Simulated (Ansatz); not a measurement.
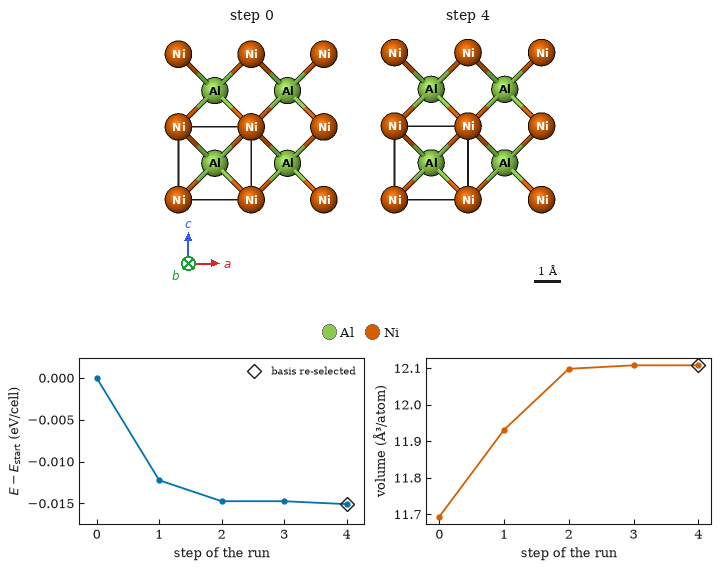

First and last geometry of a relaxation of a crystal of AlNi (set up in Pm-3m), with the history of the run. Style: ball-and-stick. Shown: the cell of the calculation, repeated 2 × 1 × 2 with one cell outlined, along the b axis.

All numbers below come from DFT PBE, scalar-relativistic, plane waves, PAW (Ansatz 0.2.0). (plane-wave cutoff 420 eV; k-point mesh 14 × 14 × 14; occupations gaussian; smearing width 0.1 eV; no spin polarisation; cell and atoms relaxed; force threshold 0.005 eV/Å; at most 80 steps)

### What do the curves and the structures tell?

It converged. Over 3 accepted moves (4 points after the start) the energy falls by 15.1 meV per cell of the calculation. All forces vanish by symmetry, so only the cell relaxes. Pressure: 6.00 GPa at the start and 0.02 GPa at the end. At 1 point the geometry stayed and the basis and grid were re-selected for the new cell (energy shift of 0.4 meV per cell of the calculation at most each time). No atom moves by more than 0.005 Å relative to the cell. The volume changes by +3.5 %, with a = b = c 2.860 → 2.893 Å (+1.2 %). Among the contacts that change: Al–Ni 2.477 → 2.505 Å. The space group stays Pm-3m (No. 221).

```
step  E − E(0), meV/atom  pressure, GPa  volume, Å³/atom                      note
   0                0.00           6.00           11.693                          
   1               -6.11           2.43           11.931                          
   2               -7.37           0.13           12.098                          
   3               -7.37           0.00           12.108                          
   4               -7.54           0.02           12.108  same geometry, new basis
```
